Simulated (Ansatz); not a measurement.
System: LiCl, space group P6_3/mmc (No. 194) (cell built by us, not taken from a database).

Input of the run:
```
crystal:
  lattice:
    - [4.1847636621, 0.0005929049, -0.1280132691]
    - [2.0920116721, 3.6265772397, -0.0643033241]
    - [0.3235762234, 0.0009014494, 10.5777695302]
  atoms:
    - { symbol: Li, position: [1.1666437964, 0.1666847041, 0.8749396639] }
    - { symbol: Li, position: [0.1666766701, 0.1666662444, 0.3749157918] }
    - { symbol: Li, position: [-0.1666437964, 0.8333152959, 0.1250603361] }
    - { symbol: Li, position: [0.8333233299, 0.8333337556, 0.6250842082] }
    - { symbol: Cl, position: [0.1666589311, 0.1666891147, 0.1249986469] }
    - { symbol: Cl, position: [0.1666274004, 0.1667067742, 0.6250114631] }
    - { symbol: Cl, position: [0.8333410689, 0.8333108853, 0.8750013531] }
    - { symbol: Cl, position: [0.8333725996, 0.8332932258, 0.3749885369] }
basis:
  ecutwfc: 420
kpoints:
  mp_grid: { grid: [6, 6, 2] }
hamiltonian:
  xc: pbe
scf:
  occupations: { method: fixed }
output:
  eigenvalues: true
phonons:
  method: dfpt
  dielectric: true
  rigid_motions: translations
  eigenvectors: true
  qmesh: [2, 2, 1]
  temperatures: { t_max: 1000, t_step: 100 }
  qpath:
    path:
      - [[0.0, 0.0, 0.0], [0.49998005, 0.50003095, 8.0e-08], [0.33332003, 0.66671756, 3.3e-07], [0.0, 0.0, 0.0], [0.0, 0.0, 1.0], [0.49998005, 0.50003095, 1.00000008], [0.33332003, 0.66671756, 1.00000033], [0.0, 0.0, 1.0]]
      - [[0.49998005, 0.50003095, 1.00000008], [0.49998005, 0.50003095, 8.0e-08]]
      - [[0.33332003, 0.66671756, 1.00000033], [0.33332003, 0.66671756, 3.3e-07]]
    npoints: 8
```

Run as:
```bash
ansatz run input.yaml --threads 1 --pin off --max-ram 2560MiB --backend cpu --events-out ev --progress --plain --runs-dir out
```

Computed with Ansatz 0.2.0: harmonic phonon frequencies at the irreducible points of a q mesh with atoms at rest in the given cell, q in fractions of the reciprocal cell vectors, no long-range term at q = 0, imaginary frequencies are negative, the first points where there are many; plane waves with PAW datasets. Level: PBE, no spin polarisation.

- wave cutoff: 420 eV
- k mesh: 6×6×2
- occupations: fixed
- pressure: 0 GPa
- phonon method: linear response
- q mesh: 2×2×1

Predict the phonon frequencies at several wave vectors (in fractions of the reciprocal vectors of the given cell).

One mode is imaginary at (0 0 0), the softest at 18.5i cm⁻¹, so the structure is dynamically unstable. The highest mode among the wave vectors computed lies at 378.6 cm⁻¹, at (0 −0.5 0) (at the zone centre itself the field of polar modes is left out).

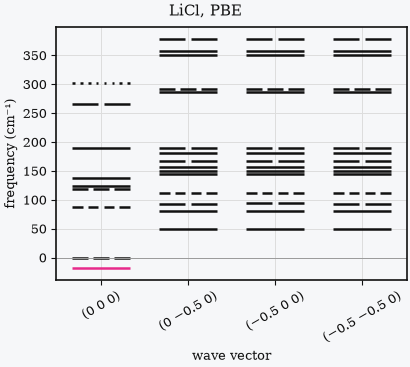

Imaginary frequencies are drawn as negative.

Note: vibrations at or below zero.
